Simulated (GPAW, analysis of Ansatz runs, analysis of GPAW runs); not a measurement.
# Charge-transition level of the bond-centred H in GaP (PBEsol) (GPAW), part 3 of 4

Aim: the charge-transition level of the bond-centred H in GaP, to be set beside the measurement. Set-up: PBEsol, plane waves 500 eV, 32-site cell, PBEsol lattice, k: the single point 1/4 1/4 1/4 then 2x2x2 shifted, dielectric constants 9.1 and 11.1 (handbook). The model is a cell of 32 host atoms with 1 H put in. The level is the Fermi energy at which two charge states have equal formation energy, after a correction for the images of the charge. A local or semilocal functional is the cheapest first rung.

GPAW 26.7.0; PBEsol, plane waves 500 eV, 32-site cell, PBEsol lattice, k: the single point 1/4 1/4 1/4 then 2x2x2 shifted, dielectric constants 9.1 and 11.1 (handbook).

So far: Starting point; Relaxation, charge +1; Single point, charge +1.

## (4) Relaxation, charge 0

Level of this step: GPAW plane-wave PAW DFT, PBEsol; relaxation of all atoms of a defect supercell (GPAW).

The input, run.py:

```python
import numpy as np
from ase.io import read, write
from ase.parallel import parprint, world
from gpaw import GPAW, PW
from gpaw import setup_paths
from ase.optimize import BFGS

setup_paths.insert(0, '.')
atoms = read('POSCAR')
magmoms = np.zeros(len(atoms))
magmoms[[32, 27, 6, 15]] = 1 / 4
atoms.set_initial_magnetic_moments(magmoms)
calc = GPAW(mode=PW(500),
            xc='PBEsol',
            kpts=[[0.25, 0.25, 0.25]],
            occupations={'name': 'fermi-dirac', 'width': 0.01, 'fixmagmom': True},
            nbands=73,
            convergence={'density': 1e-05, 'forces': 0.001},
            maxiter=150,
            symmetry='off',
            txt='gpaw.txt')
atoms.calc = calc
opt = BFGS(atoms, trajectory='relax.traj', logfile='-')
done = opt.run(fmax=0.02, steps=80)
parprint('Converged:', done)
energy = atoms.get_potential_energy()
forces = atoms.get_forces()
parprint(f'Energy: {energy:.6f} eV, largest force {np.linalg.norm(forces, axis=1).max():.4f} eV/A')
calc.write('gs.gpw')
write('final.xyz', atoms)
parprint('Moments:', atoms.get_magnetic_moments().round(3))
for s in range(calc.get_number_of_spins()):
    parprint('Levels (eV), spin', s, calc.get_eigenvalues(kpt=0, spin=s)[-16:].round(3))
```

The input, POSCAR:

```
Ga P  H 
 1.0000000000000000
    -5.4810105820480155    5.4810105820480164   -5.4810105820480164
     5.4810105820480164    5.4810105820480164    5.4810105820480164
     5.4810105820480164   -5.4810105820480182   -5.4810105820480173
 Ga  P   H  
  16  16   1
Direct
  0.0023415627102020  0.0009080047579510  0.0002336882691396
  0.0024538761874429  0.2514085866428997  0.7506592843465170
[... 4 atom lines left out ...]
  0.2054168261985481  0.4535583440430507  0.2034654266025737
[... 1 atom line left out ...]
  0.4985533403203552 -0.0015951579609505  0.4974474050191715
[... 1 atom line left out ...]
  0.5007935367323164  0.4982785191907985 -0.0004827549997295
  0.4998377200159732  0.7515033812898470  0.7489675029350855
[... 3 atom lines left out ...]
  0.7500167995905358  0.7494455375458988  0.4977820275474849
[... 2 atom lines left out ...]
 -0.0021074156005670  0.4982494999415225  0.2476913186496871
[... 2 atom lines left out ...]
  0.2495163962117050  0.2512727949198985  0.2517608220171566
  0.2518345589358943  0.5011494685123187  0.0024598203870394
[... 4 atom lines left out ...]
  0.5432549178516826  0.7945125814664029  0.5458201648085704
[... 2 atom lines left out ...]
  0.7493194419085274  0.5013984998588686  0.5014401938862808
  0.7511614653395009  0.7521626110334625  0.2522546175901603
  0.3911109843363173  0.6217659750888032  0.3578236988227537
```

Run with:

```console
gpaw-setup -f PBEsol Ga H P
OMP_NUM_THREADS=1 mpirun -n 4 gpaw python run.py > stdout
```

The log of the run:

```text
__  _  _
 | _ |_)|_||  |
 |__||  | ||/\| - 26.7.0

Input parameters:
  mode=PW(ecut=500.0),
  convergence={'density': 1e-05, 'forces': 0.001},
  kpts=KPoints(kpts=array([[0.25, 0.25, 0.25]])),
  maxiter=150,
  nbands=73,
  occupations=Occupations(name='fermi-dirac', width=0.01, fixmagmom=True),
  symmetry=Symmetry(point_group=False, time_reversal=False),
  xc=XC(name='PBEsol')

Diagonalizing LCAO Hamiltonian
Converting LCAO to pw mode

                                P
                              Ga

                                   Ga
                       Ga P
                           P   P
                           Ga H
                   P             P
                Ga  Ga        Ga Ga
                     Ga P          Ga P
            P             P  P
                           Ga
                 P             P
               Ga     P     Ga  Ga
                    Ga
                        P   P
                         Ga

Atoms  # Å, Bohr magnetons
|    | symbol |         x |         y |         z |    initial magnetic moments |
|----|--------|-----------|-----------|-----------|-----------------------------|
|  0 |     Ga | -0.006576 |  0.016530 | -0.009138 | ( 0.0000,  0.0000,  0.0000) |
|  1 |     Ga |  5.478895 | -2.722949 | -2.749848 | ( 0.0000,  0.0000,  0.0000) |
|  2 |     Ga |  5.489858 | -0.014524 |  0.010524 | ( 0.0000,  0.0000,  0.0000) |
|  3 |     Ga |  5.467131 |  2.738437 |  2.754756 | ( 0.0000,  0.0000,  0.0000) |
|  4 |     Ga |  2.729826 | -2.735737 | -5.497234 | ( 0.0000,  0.0000,  0.0000) |
|  5 |     Ga |  2.726960 |  0.010077 | -2.751229 | ( 0.0000,  0.0000,  0.0000) |
|  6 |     Ga |  2.475262 |  2.496654 |  0.244870 | ( 0.0000,  0.0000,  0.2500) |
|  7 |     Ga |  2.740321 |  5.467567 |  2.725699 | ( 0.0000,  0.0000,  0.0000) |
|  8 |     Ga | -0.014805 | -0.002681 | -5.467834 | ( 0.0000,  0.0000,  0.0000) |
|  9 |     Ga |  0.013517 |  2.727237 | -2.746927 | ( 0.0000,  0.0000,  0.0000) |
| 10 |     Ga | -0.016431 |  5.478570 | -0.011139 | ( 0.0000,  0.0000,  0.0000) |
| 11 |     Ga |  5.484481 |  2.753515 | -2.725717 | ( 0.0000,  0.0000,  0.0000) |
| 12 |     Ga | -2.756488 |  2.738060 | -5.492783 | ( 0.0000,  0.0000,  0.0000) |
| 13 |     Ga | -2.726205 |  5.494296 | -2.744863 | ( 0.0000,  0.0000,  0.0000) |
| 14 |     Ga |  2.755124 |  2.750270 | -5.471475 | ( 0.0000,  0.0000,  0.0000) |
| 15 |     Ga |  2.725217 |  5.490220 | -2.731480 | ( 0.0000,  0.0000,  0.2500) |
| 16 |      P |  4.123628 | -4.111082 | -4.126064 | ( 0.0000,  0.0000,  0.0000) |
| 17 |      P |  4.105834 | -1.382590 | -1.385204 | ( 0.0000,  0.0000,  0.0000) |
| 18 |      P |  4.100060 |  1.361761 |  1.384863 | ( 0.0000,  0.0000,  0.0000) |
| 19 |      P |  4.125015 |  4.115811 |  4.123842 | ( 0.0000,  0.0000,  0.0000) |
| 20 |      P |  1.379282 | -1.384304 | -4.099757 | ( 0.0000,  0.0000,  0.0000) |
| 21 |      P |  1.389531 |  1.364927 | -1.370277 | ( 0.0000,  0.0000,  0.0000) |
| 22 |      P |  1.379980 |  4.113631 |  1.353015 | ( 0.0000,  0.0000,  0.0000) |
| 23 |      P |  6.847308 |  1.352638 | -1.378860 | ( 0.0000,  0.0000,  0.0000) |
| 24 |      P | -1.360765 |  1.387730 | -4.108632 | ( 0.0000,  0.0000,  0.0000) |
| 25 |      P | -1.364202 |  4.112593 | -1.389227 | ( 0.0000,  0.0000,  0.0000) |
| 26 |      P |  4.116588 |  1.384267 | -4.097734 | ( 0.0000,  0.0000,  0.0000) |
| 27 |      P |  4.368792 |  4.340672 | -1.614500 | ( 0.0000,  0.0000,  0.2500) |
| 28 |      P | -4.100628 |  4.093525 | -4.111399 | ( 0.0000,  0.0000,  0.0000) |
| 29 |      P |  1.366754 |  1.374517 | -6.832039 | ( 0.0000,  0.0000,  0.0000) |
| 30 |      P |  1.389542 |  4.106799 | -4.107256 | ( 0.0000,  0.0000,  0.0000) |
| 31 |      P |  1.388098 |  6.857125 | -1.377123 | ( 0.0000,  0.0000,  0.0000) |
| 32 |      H |  3.225458 |  3.590354 | -0.697013 | ( 0.0000,  0.0000,  0.2500) |

Unit cell  # Å
| periodic |         x |         y |         z |  lengths |     angles |
|----------|-----------|-----------|-----------|----------|------------|
|      yes | -5.481011 |  5.481011 | -5.481011 | 9.493389 | 109.471221 |
|      yes |  5.481011 |  5.481011 |  5.481011 | 9.493389 | 109.471221 |
|      yes |  5.481011 | -5.481011 | -5.481011 | 9.493389 | 109.471221 |

Number of symmetries: 1
Symmetry operations  # r_c * U_cc + t_c -> r_c
|   | kind |            matrix            |
|---|------|------------------------------|
| 0 |  E   |  1, 0, 0,  0, 1, 0,  0, 0, 1 |

BZ-sampling:
  Number of BZ points: 1
  Number of IBZ points: 1

K-points  # in reciprocal-cell coordinates
|   |                                coordinates |     weight |
|---|--------------------------------------------|------------|
| 0 | (  0.25000000,   0.25000000,   0.25000000) | 1.00000000 |

Plane wave coefficients: 16776
Cutoff: 500.0 eV

Spin-components: 2 (collinear spins)
Bands:           73
Projectors:      163
Spin-degeneracy: 1
Datatype:        complex128

Density:
  Valence electrons: 129.0
  Components: 2
  Grid points: [49 49 49]
  Charge: 0.0  # |e|

Potential:
  Grid points: [49 49 49]

species:
  Ga:
    name:    Gallium
    Z:       31.0
    valence: 3
    core:    28
    charge:  0.0  # [|e|]
    compensation charges:
      type: gauss
      rc: 0.37  # [Å]
      lmax: 2
    cutoffs:
      filter: 2.06  # [Å]
      core: 4.17  # [Å]
    projectors
    | kind |    occ | energy [eV] | rcut [Å] |
    |------|--------|-------------|----------|
    |   4s |  2.000 |      -8.959 |    1.164 |
    |   4p |  1.000 |      -2.572 |    1.164 |
    |    s |        |      18.252 |    1.164 |
    |    p |        |      24.640 |    1.164 |
    |    d |        |       0.000 |    1.164 |

    Using partial waves for Ga as LCAO basis

  P:
    name:    Phosphorus
    Z:       15.0
    valence: 5
    core:    10
    charge:  0.0  # [|e|]
    compensation charges:
      type: gauss
      rc: 0.30  # [Å]
      lmax: 2
    cutoffs:
      filter: 1.69  # [Å]
      core: 1.81  # [Å]
    projectors
    | kind |    occ | energy [eV] | rcut [Å] |
    |------|--------|-------------|----------|
    |   3s |  2.000 |     -13.916 |    0.953 |
    |   3p |  3.000 |      -5.479 |    0.953 |
    |    s |        |      13.296 |    0.953 |
    |    p |        |      21.732 |    0.953 |
    |    d |        |       0.000 |    0.953 |

    Using partial waves for P as LCAO basis

  H:
    name:    Hydrogen
    Z:       1.0
    valence: 1
    core:    0
    charge:  0.0  # [|e|]
    compensation charges:
      type: gauss
      rc: 0.15  # [Å]
      lmax: 2
    cutoffs:
      filter: 0.85  # [Å]
      core: 0.53  # [Å]
[...]
- Maximum integral of absolute [eigenst]ate change: 4e-08 eV^2 / valence electron
maximum number of iterations: 150

SCF iterations
|iter     | |      energy | eigst |  dens |force |  magmom |
|---------|-|-------------|-------|-------|------|---------|
|iter:   1| | -156.707509c| -5.43 |       |      |  +0.9997|
|iter:   2| | -156.707499c| -6.96 | -3.68 |      |  +0.9997|
|iter:   3| | -156.707473c| -6.22 | -3.74 |      |  +0.9998|
|iter:   4| | -156.707472c| -7.31 | -4.11 |      |  +0.9999|
|iter:   5| | -156.707471c| -7.57c| -4.40 |      |  +0.9999|
|iter:   6| | -156.707471c| -7.92c| -4.75 |      |  +1.0000|
|iter:   7| | -156.707471c| -8.36c| -5.20c|-1.96 |  +1.0000|
|iter:   8| | -156.707471c| -8.68c| -5.49c|-3.63c|  +1.0000|

Converged in 8 steps
SCF loop duration: 34.413 s (4.302 s/step)
Energy contributions relative to reference atoms: (reference = -994113.478596)

Energy contributions:
  Kinetic:         381.516146
  Coulomb:        -333.764082
  Zero:              0.155631
  External:          0.000000
  Xc:             -204.615167
  Entropy:          -0.000000
  Spinorbit:         0.000000
  ----------------------------
  Free energy:    -156.707471
  Extrapolated:   -156.707471

dipole moment: (0.374602, 2.192195, -163.158482)  # |e|*Ang

Total magnetic moment: (0.000000, 0.000000, 0.999999)

Local magnetic moments
|        x |        y |        z |
|----------|----------|----------|
[...]
Fermi levels: 6.288, 5.317
Eigenvalues  # (at kpt = [0.250, 0.250, 0.250])
| band index |      eig [eV] | occ [0-1] |      eig [eV] | occ [0-1] |
|------------|---------------|-----------|---------------|-----------|
[...]
|        ... |               |           |               |           |
[...]
Gap: 0.424 eV
Transition (v -> c):
  (s=1, k=0, n=64, [0.25, 0.25, 0.25]) -> (s=0, k=0, n=65, [0.25, 0.25, 0.25])
No difference between direct/indirect transitions

Forces  # eV/Ang
|        x |        y |        z |
|----------|----------|----------|
[...]
P
                              Ga

                         P         Ga
                       Ga
                           P   P
                            Ga
                   P           H P
                Ga  Ga        Ga Ga
                     Ga P          Ga P
            P             P  P
                          Ga
                 P             P
               Ga     P     Ga  Ga
                    Ga
                        P  P
                         Ga

Atoms  # Å, Bohr magnetons
|    | symbol |         x |         y |         z |    initial magnetic moments |
|----|--------|-----------|-----------|-----------|-----------------------------|
[...]
|  8 |     Ga |  0.068608 |  0.075849 | -5.450567 | ( 0.0000,  0.0000,  0.0009) |
|  9 |     Ga | -0.024072 |  2.731950 | -2.723722 | ( 0.0000,  0.0000,  0.0005) |
| 10 |     Ga | -0.024964 |  5.467252 |  0.010744 | ( 0.0000,  0.0000,  0.0005) |
| 11 |     Ga |  5.546350 |  2.712292 | -2.810408 | ( 0.0000,  0.0000,  0.0009) |
| 12 |     Ga | -2.738850 |  2.734617 | -5.486699 | ( 0.0000,  0.0000,  0.0080) |
| 13 |     Ga | -2.756637 |  5.456161 | -2.713048 | ( 0.0000,  0.0000,  0.0126) |
| 14 |     Ga |  2.744885 |  2.750824 | -5.472636 | ( 0.0000,  0.0000,  0.0079) |
| 15 |     Ga |  2.705961 |  5.561767 | -2.818497 | ( 0.0000,  0.0000,  0.0009) |
[...]
| 24 |      P | -1.390037 |  1.359371 | -4.099689 | ( 0.0000,  0.0000,  0.0010) |
| 25 |      P | -1.384201 |  4.103713 | -1.360674 | ( 0.0000,  0.0000,  0.0081) |
| 26 |      P |  4.090340 |  1.361614 | -4.096998 | ( 0.0000,  0.0000,  0.0010) |
| 27 |      P |  4.433287 |  4.446194 | -1.700806 | ( 0.0000,  0.0000,  0.1251) |
| 28 |      P | -4.084542 |  4.111842 | -4.141111 | ( 0.0000,  0.0000,  0.0038) |
| 29 |      P |  1.398475 |  1.406084 | -6.850266 | ( 0.0000,  0.0000,  0.0037) |
| 30 |      P |  1.356481 |  4.098142 | -4.098429 | ( 0.0000,  0.0000,  0.0010) |
| 31 |      P |  1.355936 |  6.841574 | -1.355465 | ( 0.0000,  0.0000,  0.0010) |
| 32 |      H |  3.522920 |  3.565464 | -0.807618 | ( 0.0000,  0.0000,  0.0072) |

Unit cell  # Å
| periodic |         x |         y |         z |  lengths |     angles |
|----------|-----------|-----------|-----------|----------|------------|
|      yes | -5.481011 |  5.481011 | -5.481011 | 9.493389 | 109.471221 |
|      yes |  5.481011 |  5.481011 |  5.481011 | 9.493389 | 109.471221 |
|      yes |  5.481011 | -5.481011 | -5.481011 | 9.493389 | 109.471221 |

Initialization done in: 2.468 s

convergence criteria:
- Maximum integral of absolute [dens]ity change: 1e-05 electrons / valence electron
- Maximum change in the atomic [forces] across last 2 cycles: 0.001 eV/Ang OR
Maximum error relative to the maximum force is below inf
- Maximum [total energy] change in last 3 cyles: 0.0005 eV / valence electron
- Maximum integral of absolute [eigenst]ate change: 4e-08 eV^2 / valence electron
maximum number of iterations: 150

SCF iterations
|iter     | |      energy | eigst |  dens |force |  magmom |
|---------|-|-------------|-------|-------|------|---------|
|iter:   1| | -156.707566c| -5.55 |       |      |  +0.9996|
|iter:   2| | -156.707560c| -7.04 | -3.78 |      |  +0.9996|
|iter:   3| | -156.707544c| -6.43 | -3.83 |      |  +0.9998|
|iter:   4| | -156.707544c| -7.43c| -4.18 |      |  +0.9998|
|iter:   5| | -156.707544c| -7.66c| -4.45 |      |  +0.9999|
|iter:   6| | -156.707544c| -8.02c| -4.79 |      |  +1.0000|
|iter:   7| | -156.707544c| -8.43c| -5.24c|-1.84 |  +1.0000|
|iter:   8| | -156.707544c| -8.74c| -5.53c|-3.70c|  +1.0000|

Converged in 8 steps
SCF loop duration: 34.221 s (4.278 s/step)
Energy contributions relative to reference atoms: (reference = -994113.478596)

Energy contributions:
  Kinetic:         381.527812
  Coulomb:        -333.772605
  Zero:              0.155585
  External:          0.000000
  Xc:             -204.618336
  Entropy:          -0.000000
  Spinorbit:         0.000000
  ----------------------------
  Free energy:    -156.707544
  Extrapolated:   -156.707544

dipole moment: (0.370586, 2.198993, -163.129564)  # |e|*Ang

Total magnetic moment: (0.000000, 0.000000, 0.999999)

Local magnetic moments
|        x |        y |        z |
|----------|----------|----------|
[...]
Fermi levels: 6.288, 5.317
Eigenvalues  # (at kpt = [0.250, 0.250, 0.250])
| band index |      eig [eV] | occ [0-1] |      eig [eV] | occ [0-1] |
|------------|---------------|-----------|---------------|-----------|
[...]
|        ... |               |           |               |           |
[...]
|         65 |         6.670 |     0.000 |         6.719 |     0.000 |
|         66 |         6.734 |     0.000 |         6.760 |     0.000 |
|         67 |         6.747 |     0.000 |         6.760 |     0.000 |
|         68 |         6.747 |     0.000 |         6.794 |     0.000 |
|         69 |         6.954 |     0.000 |         6.983 |     0.000 |
|         70 |         6.983 |     0.000 |         7.002 |     0.000 |
|         71 |         6.984 |     0.000 |         7.003 |     0.000 |
|         72 |         7.025 |     0.000 |         7.040 |     0.000 |

Gap: 0.423 eV
Transition (v -> c):
  (s=1, k=0, n=64, [0.25, 0.25, 0.25]) -> (s=0, k=0, n=65, [0.25, 0.25, 0.25])
No difference between direct/indirect transitions

Forces  # eV/Ang
|        x |        y |        z |
|----------|----------|----------|
[...]
| -0.00190 | -0.00604 |  0.00530 |  # P   25
| -0.00413 |  0.00249 |  0.00205 |  # P   26
| -0.00095 | -0.00283 |  0.00212 |  # P   27
|  0.00142 | -0.00276 | -0.00267 |  # P   28
|  0.00620 |  0.00189 |  0.00289 |  # P   29
| -0.00177 |  0.00236 |  0.00557 |  # P   30
| -0.00352 | -0.00408 |  0.00087 |  # P   31
|  0.00597 | -0.01071 |  0.00383 |  # H   32

# Writing to gs.gpw (mode='')
```

Wall time 23 min (4 MPI ranks of Arm Neoverse N1, shared host); peak memory 1.6 GiB.

The steps of the relaxation (22 of 27):

| step | energy less that of the first step (eV) |
| --- | --- |
| 0 | 0.0000 |
| 1 | -0.1457 |
| 2 | -0.3635 |
| 4 | -0.4178 |
| 5 | -0.4325 |
| 6 | -0.4401 |
| 7 | -0.4459 |
| 9 | -0.4610 |
| 10 | -0.4676 |
| 11 | -0.4730 |
| 12 | -0.4768 |
| 14 | -0.4806 |
| 15 | -0.4818 |
| 16 | -0.4835 |
| 17 | -0.4855 |
| 19 | -0.4882 |
| 20 | -0.4888 |
| 21 | -0.4893 |
| 22 | -0.4896 |
| 24 | -0.4899 |
| 25 | -0.4900 |
| 26 | -0.4901 |

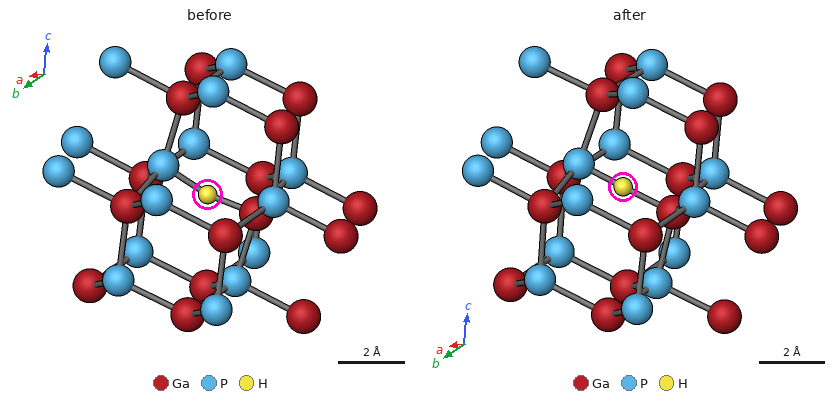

Before and after: the atoms that start within 5 Å of the centre. H33, which moves most, is ringed if it is among them.

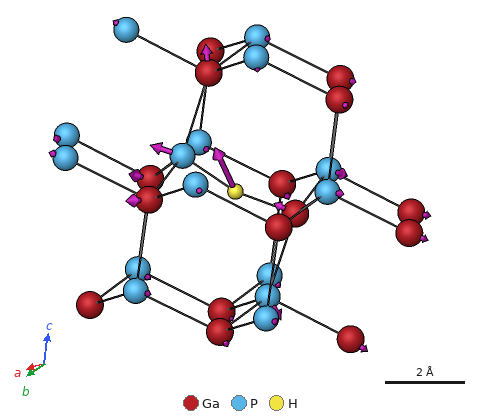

Displacements in the relaxation near the centre, exaggerated; the longest in the cell stands for 0.32 Å.

The atoms that moved most (Å):

| atom | dx | dy | dz | length |
| --- | --- | --- | --- | --- |
| H33 | 0.297 | -0.025 | -0.111 | 0.318 |
| P28 | 0.064 | 0.106 | -0.086 | 0.151 |
| Ga9 | 0.083 | 0.079 | 0.017 | 0.116 |
| Ga16 | -0.019 | 0.072 | -0.087 | 0.114 |
| Ga12 | 0.062 | -0.041 | -0.085 | 0.113 |
| P23 | -0.073 | -0.003 | 0.077 | 0.106 |
| P22 | -0.078 | -0.048 | 0.005 | 0.092 |
| Ga7 | 0.053 | 0.048 | -0.041 | 0.082 |

Final coordinates:

```xyz
33
Lattice="-5.4810 5.4810 -5.4810 5.4810 5.4810 5.4810 5.4810 -5.4810 -5.4810" Properties=species:S:1:pos:R:3 pbc="T T T"
Ga   -0.0353   -0.0279    0.0130
Ga    5.4424   -2.7507   -2.7074
Ga    5.4595   -0.0192    0.0099
Ga    5.4578    2.7325    2.7616
Ga    2.7288   -2.7237   -5.4943
Ga    2.7249   -0.0204   -2.7228
Ga    2.5282    2.5444    0.2039
Ga    2.7256    5.4667    2.7637
Ga    0.0686    0.0758   -5.4506
Ga   -0.0241    2.7319   -2.7237
Ga   -0.0250    5.4673    0.0107
Ga    5.5463    2.7123   -2.8104
Ga   -2.7389    2.7346   -5.4867
Ga   -2.7566    5.4562   -2.7130
Ga    2.7449    2.7508   -5.4726
Ga    2.7060    5.5618   -2.8185
P     4.1049   -4.0704   -4.1486
P     4.0906   -1.3805   -1.3542
P     4.1007    1.3211    1.4209
P     4.0931    4.0995    4.1237
P     1.3524   -1.3835   -4.1010
P     1.3113    1.3173   -1.3653
P     1.3074    4.1105    1.4298
P     6.8341    1.3636   -1.3542
P    -1.3900    1.3594   -4.0997
P    -1.3842    4.1037   -1.3607
P     4.0903    1.3616   -4.0970
P     4.4333    4.4462   -1.7008
P    -4.0845    4.1118   -4.1411
P     1.3985    1.4061   -6.8503
P     1.3565    4.0981   -4.0984
P     1.3559    6.8416   -1.3555
H     3.5229    3.5655   -0.8076
```

Neighbours of H33 at the end:

| atom | distance (Å) |
| --- | --- |
| P28 | 1.550 |
| Ga7 | 1.748 |
| Ga16 | 2.949 |
| Ga9 | 2.962 |
| Ga12 | 2.972 |
| P23 | 3.196 |
| P22 | 3.203 |
| P19 | 3.215 |

This step gave:

| Quantity | Value |
| --- | --- |
| total moment | 1.0000 μB |

From the first step to the last the energy fell by 0.490 eV, and the largest move was 0.32 Å (H33). Judged within 0.08 Å, the space group went from P1 to R3m.

(Part 3 of 4 ends here.)

[Logs are printed without paths, hosts, clocks, repeated set-up lines and the standing remarks that a program may print on its own settings, such as how far it seeks lower states.]

[Hosts, paths, dates, database ids (printed as entryN), source tags and the programs' standing remarks are cut or masked in the printed files.]

[For some hosts the program warned that the k-mesh of the response run may be too coarse for force constants and the static dielectric constant; such warnings are not shown here.]
